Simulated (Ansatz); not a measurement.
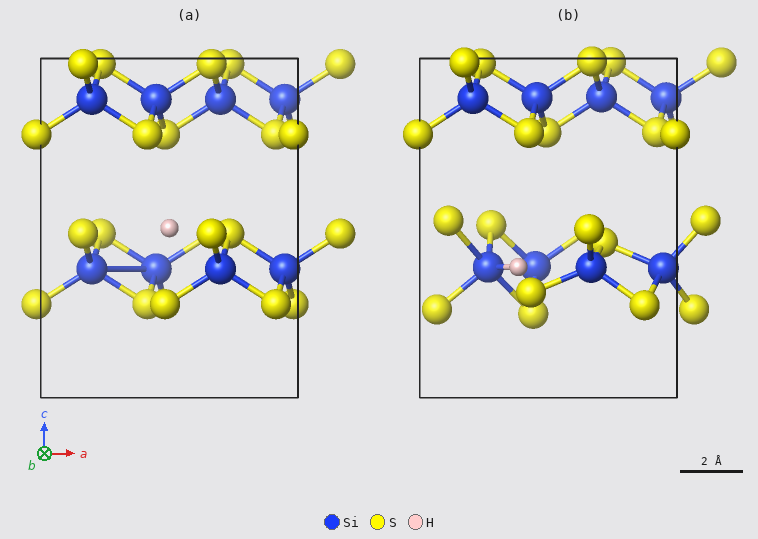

The structure of a defect cell of composition Si$_{8}$HS$_{16}$ (cell charge −1) before (left) and after (right) a relaxation, at one scale.

Style: ball-and-stick. Shown: the cell of the calculation (origin shifted), along the b axis.

Case: H interstitial, charge -1, atoms relaxed.

Computed with DFT PBE, scalar-relativistic, plane waves, PAW (Ansatz 0.2.0). (plane-wave cutoff 420 eV; k-point mesh 2 × 2 × 2; occupations gaussian; smearing width 0.02 eV; mesh shifted by (0.5, 0.5, 0.5); no spin polarisation; atoms relaxed in a fixed cell; force threshold 0.02 eV/Å; at most 60 steps)

Summarise the run.

Answer. Over 32 accepted moves (34 points after the start) the energy falls by 2.310 eV per cell of the calculation. Largest force component: 0.61 eV/Å at the start, 0.01 eV/Å at the end. The line search rejected the trial steps at points 7, 25 of the run. The H atom moves most: 1.76 Å along [−1 −1 −1]. By element the largest moves are H 1.76 Å, S 0.81 Å, Si 0.78 Å. The cell doesn't change. Some distances before and after: H–Si 3.008 → 1.483 Å, S–Si 2.149 → 2.395 Å, Si–Si 2.796 → 2.944 Å, S–Si 2.149 → 2.076 Å. New bonds form: H–Si (3.01 → 1.48 Å). Bond angles that change, for instance: S–Si–S 114.9° → 174.0°, S–Si–S 115.1° → 92.6°, S–Si–S 115.1° → 105.0°. Cost: 4 min on 4 threads of Intel(R) Xeon(R) Platinum 8488C (Sapphire Rapids), with other jobs on the host, peak memory 1.7 GiB.

Limits of the set-up: the periodic images lie only 8.5 Å apart, so the values are limited by the cell's size; the cell is charged, on a uniform background, and energies carry no finite-size correction.
